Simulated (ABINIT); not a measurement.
Band-structure run of BaZrO₃ (part 4 of 4)

BaZrO₃ (5 atoms in the cell); Kohn-Sham DFT of a periodic cell, HCTH407, JTH PAW PBE v2.0, no spin polarisation (ABINIT 10.8.3); cutoff 625.86 eV, 6×6×6 k-mesh, fermi-dirac of 0.05 eV. The structure derives from an entry of the Crystallography Open Database.

Geometry of the input (Å; fractional positions):
```
4.1913  0.0000  0.0000
0.0000  4.1913  0.0000
0.0000  0.0000  4.1913
Ba 0.0000  0.0000  0.0000
Zr 0.5000  0.5000  0.5000
O  0.5000  0.5000  0.0000
O  0.5000  0.0000  0.5000
O  0.0000  0.5000  0.5000
```

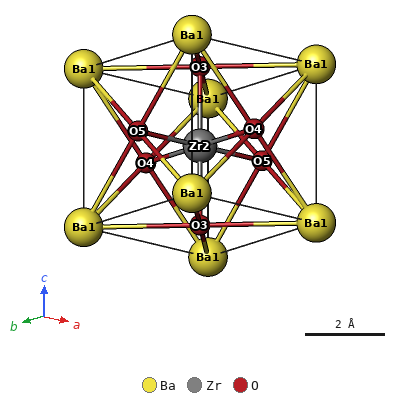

*The structure as given in the input (ball-and-stick view of the cell of the calculation, seen at an oblique angle; atoms are numbered from 1 in the order of the input).*

### Output, continued
```
  3.24E-13  1.79E-13  7.42E-13  1.56E-13  3.36E-13  1.75E-13  5.28E-13  2.22E-13
  5.12E-13  6.55E-13  2.79E-13  2.00E-13  3.09E-13  3.63E-13  3.52E-13  2.63E-13
  2.68E-13  5.93E-13  2.56E-13  5.11E-13  9.62E-13  3.06E-13  9.23E-13  3.19E-13
  7.46E-13  6.53E-13  9.38E-13  4.96E-09
 -1.5720E+00 -7.8012E-01 -7.6597E-01 -7.6597E-01 -7.6430E-01 -4.3662E-01
 -4.2033E-01 -3.8786E-01 -2.1719E-01 -2.1719E-01 -2.1233E-01  4.0986E-02
  1.0720E-01  1.0720E-01  1.1262E-01  1.1262E-01  1.1278E-01  1.1749E-01
  1.5743E-01  1.5743E-01  3.1079E-01  3.8302E-01  3.8302E-01  4.2280E-01
  4.3276E-01  4.3892E-01  4.4879E-01  4.9120E-01

--- !ResultsGS
iteration_state: {dtset: 2, }
comment   : Summary of ground state results
lattice_vectors:
- [  7.9204847,   0.0000000,   0.0000000, ]
- [  0.0000000,   7.9204847,   0.0000000, ]
- [  0.0000000,   0.0000000,   7.9204847, ]
lattice_lengths: [   7.92048,    7.92048,    7.92048, ]
lattice_angles: [ 90.000,  90.000,  90.000, ] # degrees, (23, 13, 12)
lattice_volume:   4.9688430E+02
convergence: {deltae:  0.000E+00, res2:  0.000E+00, residm:  9.990E-13, diffor:  0.000E+00, }
etotal    :  -1.22514198E+02
entropy   :   0.00000000E+00
fermie    :   2.36855606E-01
cartesian_stress_tensor: null
pressure_GPa: null
xred      :
- [  0.0000E+00,   0.0000E+00,   0.0000E+00, Ba]
- [  5.0000E-01,   5.0000E-01,   5.0000E-01, Zr]
- [  5.0000E-01,   5.0000E-01,   0.0000E+00,  O]
- [  5.0000E-01,   0.0000E+00,   5.0000E-01,  O]
- [  0.0000E+00,   5.0000E-01,   5.0000E-01,  O]
cartesian_forces: null
force_length_stats: {min: null, max: null, mean: null, }
...

 Integrated electronic density in atomic spheres:
 ------------------------------------------------
 Atom  Sphere_radius  Integrated_density
    1        2.31519          6.56783083
    2        2.22030          9.03388871
    3        1.41465          4.58698580
    4        1.41465          4.58698580
    5        1.41465          4.58698580

================================================================================

 ----iterations are completed or convergence reached----

 Mean square residual over all n,k,spin=   51.186E-14; max=  99.901E-14
 reduced coordinates (array xred) for    5 atoms
       0.000000000000      0.000000000000      0.000000000000
       0.500000000000      0.500000000000      0.500000000000
       0.500000000000      0.500000000000      0.000000000000
       0.500000000000      0.000000000000      0.500000000000
       0.000000000000      0.500000000000      0.500000000000

 cartesian coordinates (angstrom) at end:
    1      0.00000000000000     0.00000000000000     0.00000000000000
    2      2.09566999858119     2.09566999858119     2.09566999858119
    3      2.09566999858119     2.09566999858119     0.00000000000000
    4      2.09566999858119     0.00000000000000     2.09566999858119
    5      0.00000000000000     2.09566999858119     2.09566999858119
 length scales=  1.000000000000  1.000000000000  1.000000000000 bohr
              =  0.529177210544  0.529177210544  0.529177210544 angstroms
 Eigenvalues (hartree) for nkpt=  34  k points:
 kpt#   1, nband= 28, wtk=  1.00000, kpt=  0.0000  0.0000  0.0000 (reduced coord)
  -1.57215   -0.77186   -0.76619   -0.76619   -0.76619   -0.43092   -0.42110   -0.42110
  -0.21946   -0.21946   -0.21946    0.12141    0.12141    0.12141    0.13976    0.13976
   0.13976    0.16572    0.16572    0.16572    0.29635    0.29635    0.29635    0.36278
   0.36278    0.41278    0.43950    0.43950
 kpt#   2, nband= 28, wtk=  1.00000, kpt=  0.0000  0.1000  0.0000 (reduced coord)
  -1.57214   -0.77271   -0.76617   -0.76617   -0.76598   -0.43063   -0.42102   -0.41902
  -0.21925   -0.21925   -0.21877    0.11573    0.12031    0.12031    0.13635    0.13635
   0.13731    0.15581    0.16439    0.16439    0.29754    0.30450    0.30450    0.36826
   0.36864    0.42031    0.43953    0.45192
 kpt#   3, nband= 28, wtk=  1.00000, kpt=  0.0000  0.2000  0.0000 (reduced coord)
  -1.57211   -0.77486   -0.76612   -0.76612   -0.76549   -0.43162   -0.42083   -0.41161
  -0.21869   -0.21869   -0.21697    0.09755    0.11722    0.11722    0.12828    0.12828
   0.13129    0.13730    0.16172    0.16172    0.30081    0.32525    0.32525    0.38266
   0.38458    0.43956    0.43960    0.47411
 kpt#   4, nband= 28, wtk=  1.00000, kpt=  0.0000  0.3000  0.0000 (reduced coord)
  -1.57207   -0.77739   -0.76605   -0.76605   -0.76492   -0.43386   -0.42059   -0.40092
  -0.21798   -0.21798   -0.21477    0.07114    0.11289    0.11289    0.11995    0.11995
   0.12356    0.12447    0.15936    0.15936    0.30523    0.35111    0.35111    0.40088
   0.40588    0.43957    0.46180    0.46639
 kpt#   5, nband= 28, wtk=  1.00000, kpt=  0.0000  0.4000  0.0000 (reduced coord)
  -1.57204   -0.77937   -0.76599   -0.76599   -0.76447   -0.43585   -0.42040   -0.39158
  -0.21741   -0.21741   -0.21300    0.04927    0.10886    0.10886    0.11445    0.11445
   0.11551    0.11936    0.15791    0.15791    0.30917    0.37362    0.37362    0.41643
   0.42491    0.43928    0.45241    0.49286
 kpt#   6, nband= 28, wtk=  1.00000, kpt=  0.0000  0.5000  0.0000 (reduced coord)
  -1.57203   -0.78012   -0.76597   -0.76597   -0.76430   -0.43662   -0.42033   -0.38786
  -0.21719   -0.21719   -0.21233    0.04099    0.10720    0.10720    0.11262    0.11262
   0.11278    0.11749    0.15743    0.15743    0.31079    0.38302    0.38302    0.42280
   0.43276    0.43892    0.44879    0.49120
 kpt#   7, nband= 28, wtk=  1.00000, kpt=  0.1000  0.5000  0.0000 (reduced coord)
  -1.57202   -0.77973   -0.76681   -0.76595   -0.76459   -0.43466   -0.41878   -0.38830
  -0.21764   -0.21684   -0.21324    0.04077    0.09164    0.10570    0.10608    0.11033
   0.11832    0.13453    0.14829    0.15540    0.31793    0.38282    0.38400    0.42708
   0.43867    0.44644    0.45443    0.48051
 kpt#   8, nband= 28, wtk=  1.00000, kpt=  0.2000  0.5000  0.0000 (reduced coord)
  -1.57199   -0.77862   -0.76898   -0.76590   -0.76541   -0.43069   -0.41336   -0.38943
  -0.21877   -0.21592   -0.21557    0.04025    0.07189    0.09488    0.10160    0.10455
   0.12470    0.13587    0.15124    0.15166    0.33609    0.38251    0.38865    0.43778
   0.44880    0.45554    0.46935    0.47691
 kpt#   9, nband= 28, wtk=  1.00000, kpt=  0.3000  0.5000  0.0000 (reduced coord)
  -1.57195   -0.77700   -0.77157   -0.76669   -0.76584   -0.42763   -0.40437   -0.39084
  -0.22005   -0.21837   -0.21477    0.03966    0.05623    0.06994    0.09633    0.09771
   0.13242    0.13578    0.14769    0.16343    0.35802    0.38237    0.39806    0.43549
   0.44987    0.48199    0.48459    0.48854
 kpt#  10, nband= 28, wtk=  1.00000, kpt=  0.4000  0.5000  0.0000 (reduced coord)
  -1.57192   -0.77528   -0.77362   -0.76813   -0.76579   -0.42594   -0.39588   -0.39199
  -0.22101   -0.22055   -0.21382    0.03869    0.04622    0.04877    0.09204    0.09239
   0.13855    0.13925    0.14568    0.16980    0.37566    0.38237    0.40875    0.42424
   0.45884    0.48909    0.50514    0.50810
 kpt#  11, nband= 28, wtk=  1.00000, kpt=  0.5000  0.5000  0.0000 (reduced coord)
  -1.57191   -0.77438   -0.77438   -0.76891   -0.76577   -0.42540   -0.39243   -0.39243
  -0.22136   -0.22136   -0.21345    0.03654    0.04251    0.04278    0.09041    0.09041
   0.14086    0.14086    0.14506    0.17174    0.38240    0.38240    0.41367    0.42009
   0.46212    0.49042    0.51186    0.51186
 kpt#  12, nband= 28, wtk=  1.00000, kpt=  0.4286  0.4286  0.0000 (reduced coord)
  -1.57192   -0.77492   -0.77399   -0.76809   -0.76579   -0.42592   -0.39411   -0.39392
  -0.22134   -0.22023   -0.21383    0.04097    0.04590    0.04718    0.09222    0.09233
   0.13728    0.14059    0.14568    0.16987    0.37867    0.37900    0.40741    0.42510
   0.45870    0.48916    0.50296    0.51052
 kpt#  13, nband= 28, wtk=  1.00000, kpt=  0.3571  0.3571  0.0000 (reduced coord)
  -1.57195   -0.77570   -0.77290   -0.76651   -0.76584   -0.42714   -0.39879   -0.39806
  -0.22122   -0.21758   -0.21484    0.05357    0.05516    0.06015    0.09752    0.09753
   0.12970    0.13998    0.14762    0.16490    0.36806    0.36849    0.39026    0.43661
   0.44889    0.47946    0.48585    0.48654
 kpt#  14, nband= 28, wtk=  1.00000, kpt=  0.2857  0.2857  0.0000 (reduced coord)
  -1.57200   -0.77592   -0.77129   -0.76593   -0.76518   -0.42832   -0.40537   -0.40392
  -0.22093   -0.21617   -0.21516    0.06939    0.07228    0.07919    0.10450    0.10587
   0.12480    0.13960    0.15093    0.15850    0.35144    0.35219    0.36816    0.42940
   0.44418    0.44787    0.47549    0.48097
 kpt#  15, nband= 28, wtk=  1.00000, kpt=  0.2143  0.2143  0.0000 (reduced coord)
  -1.57205   -0.77536   -0.76947   -0.76602   -0.76457   -0.42901   -0.41229   -0.41029
  -0.22048   -0.21750   -0.21463    0.08652    0.09349    0.10041    0.11143    0.11635
   0.12853    0.13997    0.15320    0.15545    0.33141    0.33356    0.34516    0.40729
   0.41184    0.44679    0.47074    0.47327
 kpt#  16, nband= 28, wtk=  1.00000, kpt=  0.1429  0.1429  0.0000 (reduced coord)
  -1.57210   -0.77412   -0.76779   -0.76611   -0.76481   -0.42949   -0.41776   -0.41591
  -0.21999   -0.21857   -0.21620    0.10343    0.11112    0.11689    0.11929    0.12735
   0.14040    0.14245    0.15348    0.16037    0.31325    0.31537    0.32305    0.38480
   0.38579    0.43649    0.45366    0.47463
 kpt#  17, nband= 28, wtk=  1.00000, kpt=  0.0714  0.0714  0.0000 (reduced coord)
  -1.57213   -0.77264   -0.76662   -0.76617   -0.76564   -0.43036   -0.42048   -0.41974
  -0.21961   -0.21924   -0.21844    0.11639    0.11957    0.12027    0.13375    0.13623
   0.13992    0.15859    0.16106    0.16424    0.30078    0.30160    0.30439    0.36857
   0.36874    0.42045    0.44284    0.44910
 kpt#  18, nband= 28, wtk=  1.00000, kpt=  0.0000  0.0000  0.0000 (reduced coord)
  -1.57215   -0.77186   -0.76619   -0.76619   -0.76619   -0.43092   -0.42110   -0.42110
  -0.21946   -0.21946   -0.21946    0.12141    0.12141    0.12141    0.13976    0.13976
   0.13976    0.16572    0.16572    0.16572    0.29635    0.29635    0.29635    0.36278
   0.36278    0.41278    0.43950    0.43950
 kpt#  19, nband= 28, wtk=  1.00000, kpt=  0.0556  0.0556  0.0556 (reduced coord)
  -1.57214   -0.77255   -0.76645   -0.76645   -0.76557   -0.43031   -0.42024   -0.42024
  -0.21950   -0.21950   -0.21840    0.11689    0.12006    0.12006    0.13504    0.13504
   0.14070    0.16018    0.16234    0.16234    0.30133    0.30191    0.30191    0.36814
   0.36814    0.41983    0.44539    0.44539
 kpt#  20, nband= 28, wtk=  1.00000, kpt=  0.1111  0.1111  0.1111 (reduced coord)
  -1.57210   -0.77378   -0.76716   -0.76716   -0.76459   -0.42831   -0.41776   -0.41776
  -0.21974   -0.21974   -0.21572    0.10462    0.11520    0.11520    0.12367    0.12367
   0.14345    0.14631    0.15492    0.15492    0.31535    0.31549    0.31549    0.38346
   0.38346    0.43535    0.46167    0.46167
 kpt#  21, nband= 28, wtk=  1.00000, kpt=  0.1667  0.1667  0.1667 (reduced coord)
  -1.57206   -0.77463   -0.76825   -0.76825   -0.76418   -0.42459   -0.41385   -0.41385
  -0.22054   -0.22054   -0.21289    0.08852    0.10536    0.10536    0.11040    0.11040
   0.12870    0.14774    0.14908    0.14908    0.33260    0.33260    0.33586    0.40574
   0.40574    0.44364    0.48449    0.48475
 kpt#  22, nband= 28, wtk=  1.00000, kpt=  0.2222  0.2222  0.2222 (reduced coord)
  -1.57200   -0.77482   -0.76956   -0.76956   -0.76462   -0.41897   -0.40885   -0.40885
  -0.22223   -0.22223   -0.21184    0.07407    0.09086    0.09086    0.09892    0.09892
   0.11016    0.14793    0.14793    0.15317    0.35135    0.35135    0.35878    0.42991
   0.42991    0.44340    0.48857    0.48857
 kpt#  23, nband= 28, wtk=  1.00000, kpt=  0.2778  0.2778  0.2778 (reduced coord)
  -1.57194   -0.77443   -0.77093   -0.77093   -0.76574   -0.41173   -0.40327   -0.40327
  -0.22488   -0.22488   -0.21405    0.06551    0.07445    0.07445    0.09099    0.09099
   0.09248    0.15105    0.15105    0.15915    0.37076    0.37076    0.37853    0.44415
   0.44919    0.44919    0.48179    0.48179
 kpt#  24, nband= 28, wtk=  1.00000, kpt=  0.3333  0.3333  0.3333 (reduced coord)
  -1.57188   -0.77385   -0.77219   -0.77219   -0.76702   -0.40367   -0.39772   -0.39772
  -0.22816   -0.22816   -0.21956    0.05932    0.05932    0.06320    0.07816    0.08614
   0.08614    0.15728    0.15728    0.16497    0.38913    0.38913    0.39121    0.44568
   0.44846    0.44846    0.48544    0.48544
 kpt#  25, nband= 28, wtk=  1.00000, kpt=  0.3889  0.3889  0.3889 (reduced coord)
  -1.57183   -0.77363   -0.77320   -0.77320   -0.76778   -0.39610   -0.39296   -0.39296
  -0.23139   -0.23139   -0.22658    0.04734    0.04734    0.05902    0.07469    0.08353
   0.08353    0.16501    0.16501    0.16989    0.39818    0.40313    0.40313    0.43440
   0.43440    0.44199    0.49792    0.49792
 kpt#  26, nband= 28, wtk=  1.00000, kpt=  0.4444  0.4444  0.4444 (reduced coord)
  -1.57180   -0.77389   -0.77385   -0.77385   -0.76785   -0.39059   -0.38972   -0.38972
  -0.23377   -0.23377   -0.23240    0.03969    0.03969    0.05236    0.07944    0.08232
   0.08232    0.17167    0.17167    0.17319    0.40235    0.40642    0.40642    0.42775
   0.42775    0.43326    0.50728    0.50728
 kpt#  27, nband= 28, wtk=  1.00000, kpt=  0.5000  0.5000  0.5000 (reduced coord)
  -1.57179   -0.77408   -0.77408   -0.77408   -0.76777   -0.38856   -0.38856   -0.38856
  -0.23465   -0.23465   -0.23465    0.03707    0.03707    0.04978    0.08198    0.08198
   0.08198    0.17435    0.17435    0.17435    0.40415    0.40415    0.40415    0.42836
   0.42836    0.42836    0.51064    0.51064
 kpt#  28, nband= 28, wtk=  1.00000, kpt=  0.4286  0.5000  0.4286 (reduced coord)
  -1.57180   -0.77413   -0.77371   -0.77369   -0.76786   -0.39123   -0.39026   -0.38894
  -0.23383   -0.23337   -0.23234    0.03816    0.04141    0.05294    0.07893    0.08217
   0.08277    0.17087    0.17172    0.17330    0.40250    0.40462    0.40866    0.42507
   0.43071    0.43319    0.50450    0.50959
 kpt#  29, nband= 28, wtk=  1.00000, kpt=  0.3571  0.5000  0.3571 (reduced coord)
  -1.57184   -0.77452   -0.77266   -0.77261   -0.76787   -0.39851   -0.39493   -0.38974
  -0.23153   -0.22989   -0.22657    0.03931    0.05376    0.06341    0.07187    0.08292
   0.08593    0.16185    0.16563    0.16993    0.39474    0.40169    0.41607    0.42083
   0.43918    0.44664    0.48943    0.50681
 kpt#  30, nband= 28, wtk=  1.00000, kpt=  0.2857  0.5000  0.2857 (reduced coord)
  -1.57188   -0.77556   -0.77109   -0.77101   -0.76737   -0.40854   -0.40149   -0.39029
  -0.22812   -0.22514   -0.22019    0.03962    0.06616    0.07210    0.07774    0.08475
   0.09459    0.15065    0.15854    0.16377    0.37952    0.39575    0.40407    0.43755
   0.45170    0.45658    0.47126    0.50345
 kpt#  31, nband= 28, wtk=  1.00000, kpt=  0.2143  0.5000  0.2143 (reduced coord)
  -1.57194   -0.77709   -0.76929   -0.76921   -0.76641   -0.41915   -0.40853   -0.39011
  -0.22424   -0.22020   -0.21611    0.03982    0.06724    0.08834    0.08874    0.09237
   0.11261    0.14159    0.15086    0.15446    0.35877    0.38984    0.39301    0.45366
   0.45507    0.45523    0.46370    0.49459
 kpt#  32, nband= 28, wtk=  1.00000, kpt=  0.1429  0.5000  0.1429 (reduced coord)
  -1.57198   -0.77862   -0.76761   -0.76755   -0.76537   -0.42830   -0.41469   -0.38926
  -0.22065   -0.21603   -0.21534    0.04025    0.07726    0.09437    0.09750    0.10592
   0.13385    0.14153    0.14167    0.14234    0.33631    0.38564    0.38595    0.43835
   0.44721    0.46557    0.47356    0.47429
 kpt#  33, nband= 28, wtk=  1.00000, kpt=  0.0714  0.5000  0.0714 (reduced coord)
  -1.57202   -0.77972   -0.76641   -0.76639   -0.76459   -0.43446   -0.41886   -0.38829
  -0.21811   -0.21646   -0.21328    0.04076    0.09401    0.10319    0.10443    0.10781
   0.12874    0.12907    0.15080    0.15183    0.31804    0.38332    0.38354    0.42714
   0.43798    0.44794    0.45512    0.48396
 kpt#  34, nband= 28, wtk=  1.00000, kpt=  0.0000  0.5000  0.0000 (reduced coord)
  -1.57203   -0.78012   -0.76597   -0.76597   -0.76430   -0.43662   -0.42033   -0.38786
  -0.21719   -0.21719   -0.21233    0.04099    0.10720    0.10720    0.11262    0.11262
   0.11278    0.11749    0.15743    0.15743    0.31079    0.38302    0.38302    0.42280
   0.43276    0.43892    0.44879    0.49120

== END DATASET(S) ==============================================================
================================================================================

 -outvars: echo values of variables after computation  --------
            acell      1.0000000000E+00  1.0000000000E+00  1.0000000000E+00 Bohr
           etotal1    -1.2251419820E+02
            fcart1    -0.0000000000E+00 -0.0000000000E+00 -0.0000000000E+00
                      -0.0000000000E+00 -0.0000000000E+00 -0.0000000000E+00
                      -0.0000000000E+00 -0.0000000000E+00 -0.0000000000E+00
                      -0.0000000000E+00 -0.0000000000E+00 -0.0000000000E+00
                      -0.0000000000E+00 -0.0000000000E+00 -0.0000000000E+00
            rprim      7.9204846952E+00  0.0000000000E+00  0.0000000000E+00
                       0.0000000000E+00  7.9204846952E+00  0.0000000000E+00
                       0.0000000000E+00  0.0000000000E+00  7.9204846952E+00
           strten1    -1.9082449838E-04 -1.9082449838E-04 -1.9082449838E-04
                       0.0000000000E+00  0.0000000000E+00  0.0000000000E+00
           xangst      0.0000000000E+00  0.0000000000E+00  0.0000000000E+00
                       2.0956699986E+00  2.0956699986E+00  2.0956699986E+00
                       2.0956699986E+00  2.0956699986E+00  0.0000000000E+00
                       2.0956699986E+00  0.0000000000E+00  2.0956699986E+00
                       0.0000000000E+00  2.0956699986E+00  2.0956699986E+00
             xred      0.0000000000E+00  0.0000000000E+00  0.0000000000E+00
                       5.0000000000E-01  5.0000000000E-01  5.0000000000E-01
                       5.0000000000E-01  5.0000000000E-01  0.0000000000E+00
                       5.0000000000E-01  0.0000000000E+00  5.0000000000E-01
                       0.0000000000E+00  5.0000000000E-01  5.0000000000E-01
 Calculation completed.
```

### Summary

```tsv
quantity	value
outcome	converged
space group (tolerance 0.01 Å)	Pm-3m (221)
electrons treated	40
free energy	−3333.7812 eV
Fermi energy	6.445 eV
gap on the k-point mesh	3.32 eV
gap on the band path	3.32 eV
pressure	5.61 GPa
largest force (length of the vector)	under 0.001 eV/Å
wall time	1.9 min
peak memory	0.15 GiB
```

### Notes

The cell is under a pressure of 5.6 GPa at this level, so it is not at its equilibrium volume.
